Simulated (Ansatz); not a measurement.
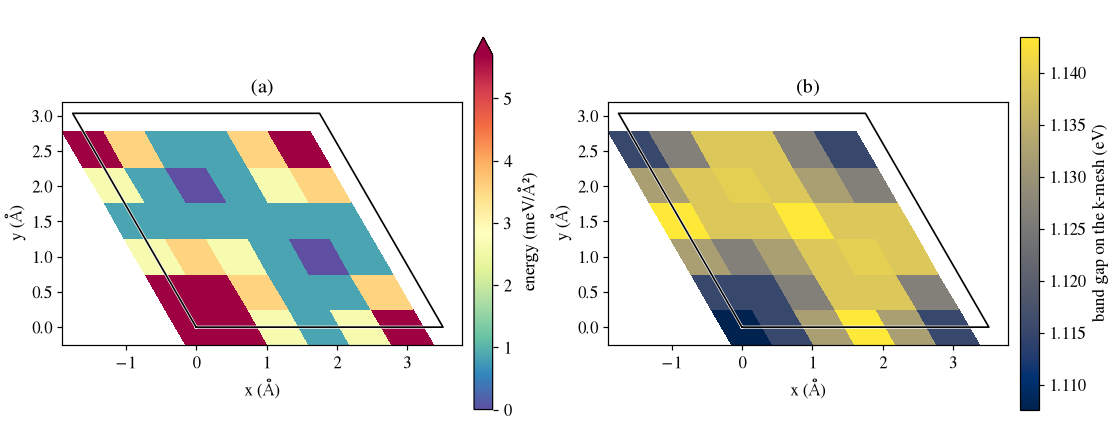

A bilayer of two Te₂Mo sheets (1H type) (6 atoms in the cell). The upper layer of a bilayer is slid over the lower one; relaxed at each slide: nothing; the origin of the map has Te4 above Te3; the distance between the facing planes is held at 3.83 Å. Places are given modulo a cell vector. The map is drawn in real space over the plane of the slide. The grid has 6 × 6 points; 7 points were computed and 29 follow by symmetry. Energies: meV/Å², counted from the lowest grid point. At a held distance the lowest stacking need not be the one that binds best once the distance relaxes. The calculation used DFT PBE+D3(BJ), scalar-relativistic, plane waves, PAW (Ansatz). Settings: cutoff 420 eV, k-mesh 9×9×1, gaussian smearing 0.05 eV, no spin polarisation.

Panel (a) is the energy; panel (b) is the computed band gap on the k-mesh, in eV.

Drawn: one coloured cell a grid point, the outline of one cell of the plane, one colour for all values above the top of the scale.

Q: How does the band gap on the k-mesh vary over the map, and what is it at the lowest grid point?

A: It runs from 1.11 eV at (0/6, 0/6) of the cell vectors to 1.14 eV at (0/6, 3/6) of the cell vectors. At the lowest grid point, (2/6, 4/6) of the cell vectors, it is 1.14 eV.

PAW datasets: the set soft_1.
